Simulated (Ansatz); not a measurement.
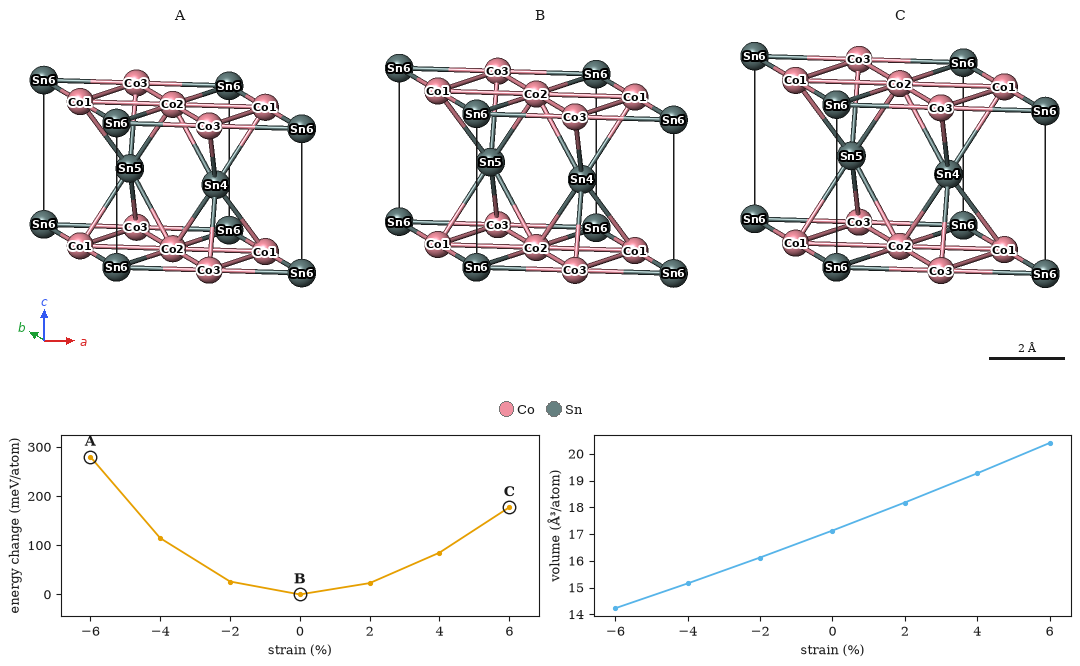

Members of a series of calculations on a crystal of CoSn (set up in P6/mmm), marked on the first curve. Style: ball-and-stick. Shown: the cell of the calculation, slightly off an axis.

Method: Ansatz 0.2.0, DFT PBE, scalar-relativistic, plane waves, PAW. Settings: plane-wave cutoff 420 eV; k-point mesh 12 × 12 × 8; occupations gaussian; smearing width 0.1 eV; no spin polarisation.

**Which kind of strain is it, and how does the structure respond?**

Equal strain along all axes, cell held, atoms relaxed. A (strain −6.0 %): energy change 280 meV/atom, volume 14.23 Å³ per atom. B (strain 0.0 %): energy change 0.0 meV/atom, volume 17.13 Å³ per atom. C (strain 6.0 %): energy change 177 meV/atom, volume 20.40 Å³ per atom. The rest compares A with C. The volume changes by +43.4 %, with a = b 4.979 → 5.614 Å (+12.8 %), c 3.976 → 4.484 Å (+12.8 %). Among the bonded contacts that change: Co–Sn 2.489 → 2.807 Å, Co–Co 2.489 → 2.807 Å, Co–Sn 2.453 → 2.767 Å.
